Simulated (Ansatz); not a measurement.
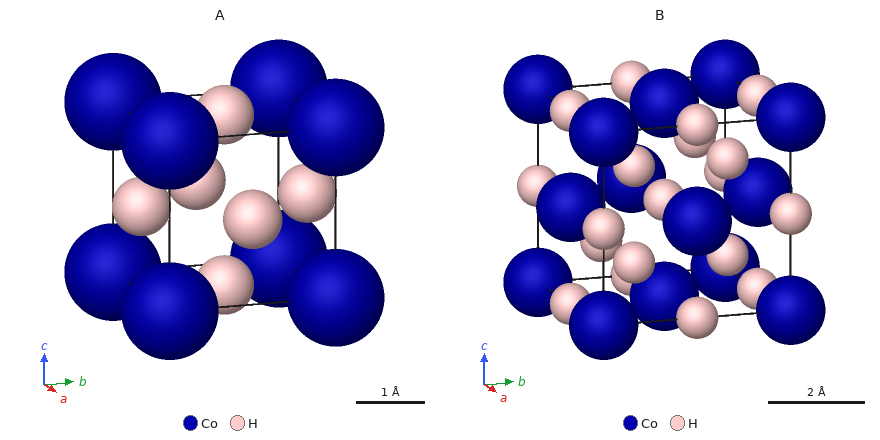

Two structures of CoH3, each relaxed to rest (conventional cells in solid outline, small ones repeated, not to one scale). Method: DFT PBE, scalar-relativistic, plane waves, PAW in Ansatz, without spin polarisation (spin-restricted runs, not always the ground states).

Name structures A and B.

Answer. A: Cu₃Au (L1₂) type, Pm-3m. B: D0₃ (BiF₃ or Fe₃Al type), Fm-3m.

Which is the more stable form at this level of theory?

Answer. A is lower, by 235 meV/atom at this level of theory (energies at zero smearing). Volumes: A 4.5, B 4.5 Å³/atom.

One or both may be structure types tried for this composition rather than known phases.
